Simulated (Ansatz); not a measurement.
This input was run:

```
crystal:
  lattice:
    - [3.7313145347, 0.0, 0.0]
    - [-1.8656572674, 3.2314131766, 0.0]
    - [0.0, 0.0, 5.8117430058]
  atoms:
    - { symbol: Zr, position: [0.0, 0.0, 0.0] }
    - { symbol: S, position: [0.6666666667, 0.3333333333, 0.7564053992] }
    - { symbol: S, position: [0.3333333333, 0.6666666667, 0.2435946008] }
kpoints:
  mp_grid: { grid: [12, 12, 4] }
  band_path:
    path:
      - [0.0, 0.0, 0.0]
      - [0.5, 0.0, 0.0]
      - [0.3333333333, 0.3333333333, 0.0]
      - [0.0, 0.0, 0.5]
      - [0.5, 0.0, 0.5]
      - [0.3333333333, 0.3333333333, 0.5]
      - [-0.072917, 0.036458, 0.0]
      - [0.0, 0.5, 0.5]
    npoints: 1
hamiltonian:
  xc: r2scan
scf:
  occupations: { method: fixed }
  n_extra_bands: 4
output:
  forces: true
  stress: true
  eigenvalues: true
```

Launched with:
```bash
ansatz run input.yaml --threads 4 --pin off --max-ram 5529MiB --backend cpu --events-out ev --progress --plain --runs-dir out
```

What does the calculation give for the electronic structure?

There is a gap; over the k points computed it is 1.25 eV (indirect; the smallest direct gap is 1.70 eV). The upper group of valence states starts about 4.6 eV under the valence-band top (which lies at −0.6 eV on this axis), with a gap beneath it; it holds about 12 electrons a cell.

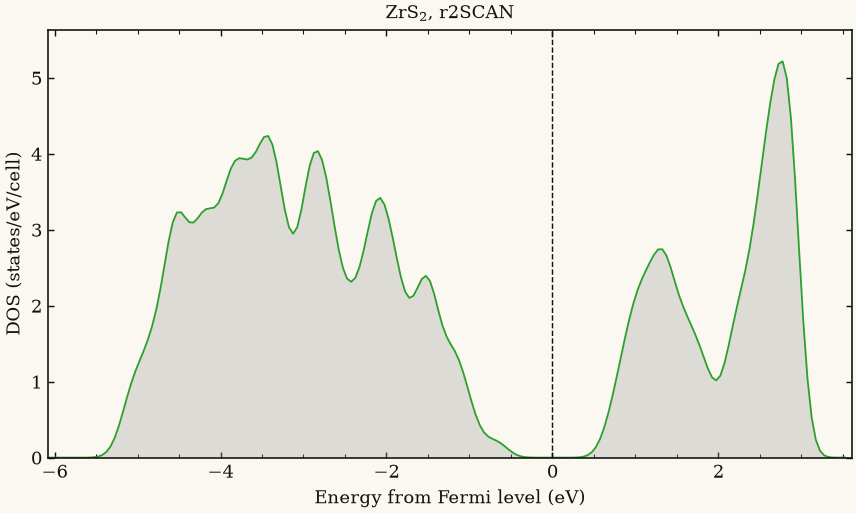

Density of states. Energies are counted from the Fermi level, put mid-gap where there is a gap. The curve is built from the levels of the k mesh with Gaussians 0.3 eV wide, which also blur the band edges.
